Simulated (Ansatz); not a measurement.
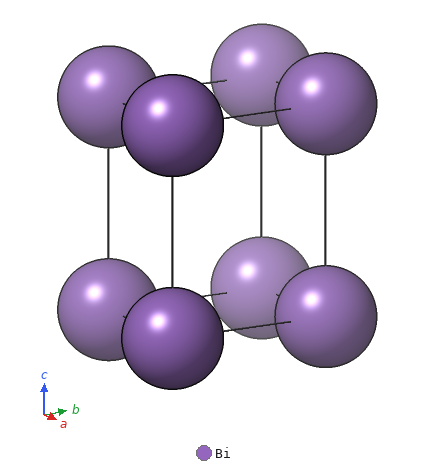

Drawn in the spheres-only manner and seen slightly off an axis. The lines enclose the conventional unit cell; boundary atoms appear with their images.

Bi, simple hexagonal, space group P6/mmm (No. 191), a = 3.434 Å, b = 3.434 Å, c = 3.304 Å, α = 90.00°, β = 90.00°, γ = 120.00°. It goes back to a random cell made by a generator, so it need not be a real form of the element. Earlier steps of the study may have refined or changed the cell and positions. It was the input of a calculation with Ansatz.

This one geometry was computed with Ansatz (DFT, plane waves, PAW) at three levels of theory: PBE, PBE with spin-orbit coupling and LDA.

> Which level gives the highest pressure at this volume, and what does that say about its equilibrium volume?

Highest: PBE with spin-orbit coupling (1.3 GPa), which points to the largest equilibrium volume. Lowest, with the smallest volume: LDA (-3.7 GPa). Levels within 0.5 GPa of each other can't be told apart.

> How does the band gap change with the level of theory?

All levels give a metal.

> Collect the results in a table.

| level | cutoff (eV) | k-mesh of the run's cell | gap (eV) | pressure (GPa) |
| --- | --- | --- | --- | --- |
| PBE | 420 | 18×18×16 | metal | 0.0 |
| PBE with spin-orbit coupling | 420 | 18×18×16 | metal | 1.3 |
| LDA | 420 | 18×18×16 | metal | -3.7 |

Gaps are taken on the k-mesh or band path of each run.
